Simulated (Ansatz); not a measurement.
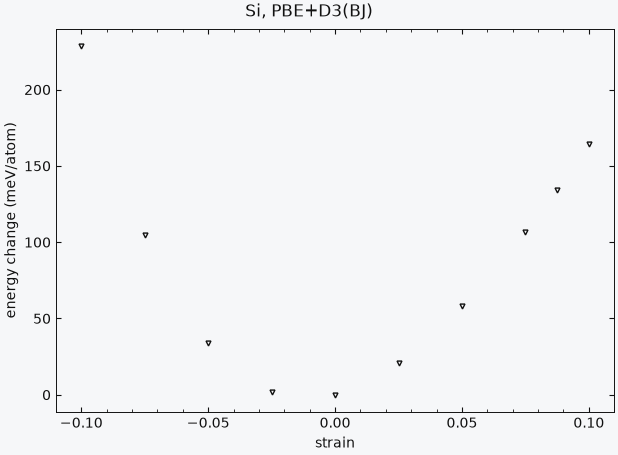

Figure. Energy change against strain for Si, space group P6_3/mmc (No. 194).

The energy rises on both sides of the starting structure, which is therefore a minimum along this path. The energy change is 228 meV/atom at strain −0.1000 and 164 meV/atom at 0.1000; the lowest computed point is at strain 0.0000 (0 meV/atom), and no other minimum shows. The slope of tensile stress is 397 GPa. The second derivative of tensile stress is −6350 GPa. The tensile stress at start is 4.79 GPa.

How it was computed, with Ansatz 0.2.0: homogeneous strain of a crystal along one Voigt pattern with engineering shear, fractional coordinates fixed, by plane-wave density functional theory with PAW datasets, free energies less that of the undisturbed cell; scalar-relativistic. Level: PBE with D3(BJ), no spin polarisation.

| setting | value |
| --- | --- |
| wave cutoff | 420 eV |
| k mesh | 21×21×10 |
| occupations | Gaussian |
| smearing width | 0.15 eV |
| k shift | (0, 0, 0) (mesh steps) |
| start | as given |
| strain pattern | (1, 1, 0, 0, 0, 0) (xx yy zz yz xz xy with engineering shear) |

The given structure:
```xyz
2
Lattice="2.6656 0.0000 0.0000 -1.3328 2.3085 0.0000 0.0000 0.0000 4.5063" Properties=species:S:1:pos:R:3 pbc="T T T"
Si    0.0000    1.5390    1.1266
Si    1.3328    0.7695    3.3797
```

Limits of the calculation: reference crystal is not relaxed.
